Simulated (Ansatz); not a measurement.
Input of the run:

```
crystal:
  lattice:
    - [0.0, 2.7731838115, 2.7731838115]
    - [2.7731838115, 0.0, 2.7731838115]
    - [2.7731838115, 2.7731838115, 0.0]
  atoms:
    - { symbol: Ag, position: [0.0, 0.0, 0.0] }
    - { symbol: Cl, position: [0.5, 0.5, 0.5] }
kpoints:
  mp_grid: { grid: [6, 6, 6] }
  band_path:
    path:
      - [0.0, 0.0, 0.0]
      - [0.5, 0.0, 0.5]
      - [0.625, 0.25, 0.625]
      - [0.375, 0.375, 0.75]
      - [0.5, 0.5, 0.5]
      - [0.5, 0.25, 0.75]
      - [0.0, 0.0, 0.5]
      - [0.0375, 0.0375, 0.075]
    npoints: 1
hamiltonian:
  xc: hse06
scf:
  occupations: { method: fixed }
  n_extra_bands: 4
output:
  forces: true
  stress: true
  eigenvalues: true
```

Run as:
```bash
ansatz run input.yaml --threads 2 --pin off --max-ram 2211MiB --backend cpu --events-out ev --progress --plain --runs-dir out
```

What does the calculation give for the electronic structure?

There is a gap; over the k points computed it is 2.41 eV (indirect; the smallest direct gap is 4.54 eV). The upper group of valence states starts about 5.4 eV under the valence-band top (which lies at −1.2 eV on this axis), with a gap beneath it; it holds about 16 electrons a cell. Within the window shown, the tallest peak of the filled states lies 2.5 eV under the valence-band top, at about 8 states per eV and cell.

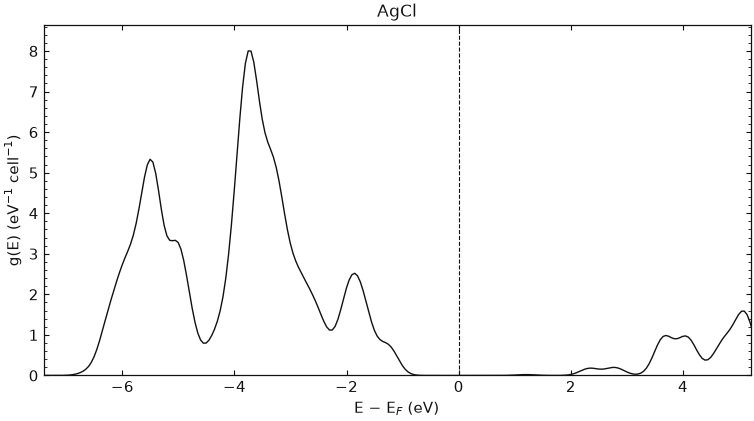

Density of states. Energies are counted from the Fermi level, put mid-gap where there is a gap. The curve is built from the levels of the k mesh with Gaussians 0.4 eV wide, which also blur the band edges.
